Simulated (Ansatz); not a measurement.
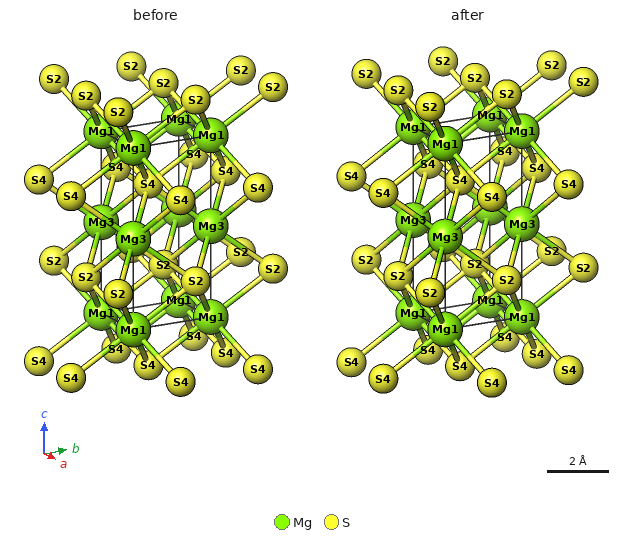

The structure of a crystal of MgS (a generated structure, set up in P6_3/mmc) before (left) and after (right) a relaxation, at one scale.

The picture is a ball-and-stick view of the cell of the calculation, seen slightly off an axis.

Case: stacking AA.

Level of theory: DFT PBE, scalar-relativistic, plane waves, PAW in Ansatz 0.2.0. Settings: plane-wave cutoff 420 eV; k-point mesh 9 × 9 × 6; occupations gaussian; smearing width 0.02 eV; no spin polarisation; cell and atoms relaxed; force threshold 0.01 eV/Å; at most 45 steps.

**What changed between the two?**

After 2 accepted moves (4 points after the start) the energy has fallen by 5.5 meV per atom. All forces vanish by symmetry, so only the cell relaxes. The pressure goes from 0.54 to 0.00 GPa. The line search rejected the trial step at point 1 of the run. At 1 point the geometry stayed and the basis and grid were re-selected for the new cell (energy shift of less than 0.05 meV per atom at most each time). The atoms keep their places relative to the cell (all moves are under 0.005 Å). Cell: a = b 3.698 → 3.666 Å (−0.9 %), c 6.039 → 6.179 Å (+2.3 %). Volume +0.6 %. Near-neighbour distances that change, for instance: Mg1–S2 2.615 → 2.620 Å. The space group stays P6_3/mmc (No. 194). Cost: 18 s on 1 thread of Arm Neoverse V1, with other jobs on the host, peak memory 0.35 GiB.
